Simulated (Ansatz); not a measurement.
Ti

Input file:

```
crystal:
  lattice:
    - [1.4502176002, 2.5118505655, 0.0]
    - [0.0, 0.0, 4.5909904466]
    - [4.3506528005, -2.5118505655, 0.0]
  atoms:
    - { symbol: Ti, position: [0.5, 0.25, 0.8333333333] }
    - { symbol: Ti, position: [0.0, 0.25, 0.3333333333] }
    - { symbol: Ti, position: [0.5, 0.75, 0.1666666667] }
    - { symbol: Ti, position: [0.0, 0.75, 0.6666666667] }
basis:
  ecutwfc: 420
kpoints:
  mp_grid: { grid: [14, 10, 8] }
hamiltonian:
  xc: pbesol
scf:
  occupations: { method: gaussian, width: 0.1 }
output:
  forces: true
  stress: true
  eigenvalues: true
  write_density: true
  write_potential: true
  elf: true
  volumetric_format: npy
relax:
  adjacent_minimum: "off"
  f_tol: 0.015
  max_steps: 60
  cell: { stress_tol: 0.15 }
```

Run with:

```sh
ansatz run input.yaml --threads 1 --pin off --max-ram 2560MiB --backend cpu --events-out ev --progress --plain --runs-dir out
```

The fields are those of the run's last geometry, not of the input's.

Space group P6₃/mmc; computed without spin polarisation.

These are results of Ansatz, DFT PBEsol, scalar-relativistic, plane waves, PAW, not measurements.

What will maps of the valence pseudo-density and electron localisation function show?

Ti–Ti (2.84 Å): ρ is about 0.2 e/Å³ halfway; the ELF is about 0.20 at the midpoint: no shared electron pair shows on this line.
The ELF has a maximum of about 0.75 in the space between the atoms, 2.0 Å from six Ti atoms, on no atom or two-centre bond.

Does the calculation make it a metal, or give it a gap?

It is gapless in this calculation (a metal or semimetal).

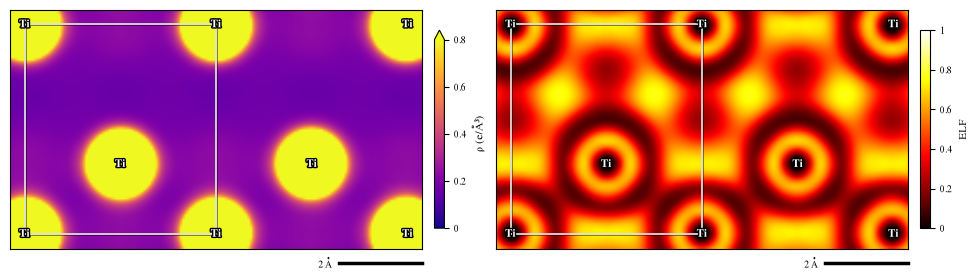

Computed valence pseudo-density and electron localisation function on the (100) plane of the calculation cell, in this order. 
